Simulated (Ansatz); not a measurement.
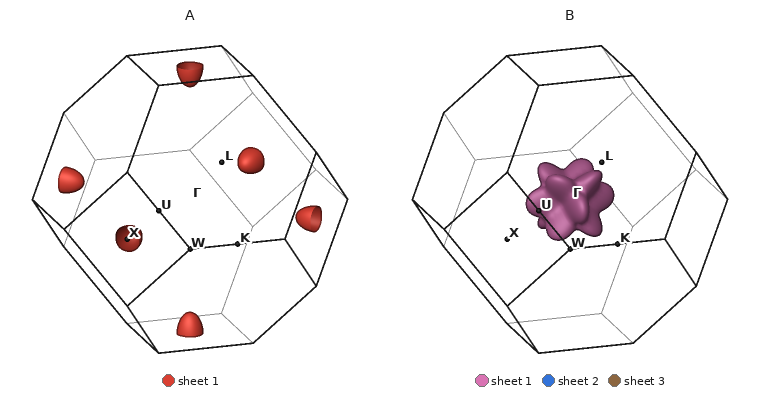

Constant-energy surfaces of BeS in space group F-43m near its two band edges (0.20 eV into the valence band, 0.20 eV into the conduction band), in unknown order.

The calculation used DFT PBEsol, scalar-relativistic, plane waves, PAW; levels and slopes on a dense k mesh at the converged density in Ansatz. No spin polarisation. Mesh 34×34×34, interpolated with the band slopes. Cell and positions as given, without relaxation.

Masses come from a second pass at points close to the extrema; at the energies drawn a band may no longer be parabolic.

> Which panel shows the holes and which the electrons?

B shows the valence band (holes), A the conduction band (electrons).

> Describe the extrema and the gap.

Valence band (extrema up to 0.20 eV from the edge): one maximum at Γ, three bands meeting there, with masses of 0.33 and 0.55 mₑ among them, each the same along x, y and z. Band 4 forms the valence edge; band 3 meets it there and band 2 meets it there.
Conduction band (extrema up to 0.20 eV from the edge): three equivalent minima at X, principal masses 0.28, 0.28 and 0.80 mₑ. Band 5 forms the conduction edge.
The gap is indirect, 2.92 eV at this level of theory (semilocal functionals give gaps that are too small, and can reorder valleys that lie close).

Where one band's surface lies inside another's, the outer one hides all or part of it.

Spin-orbit coupling, left out here, can split bands that meet at an edge and change their masses.
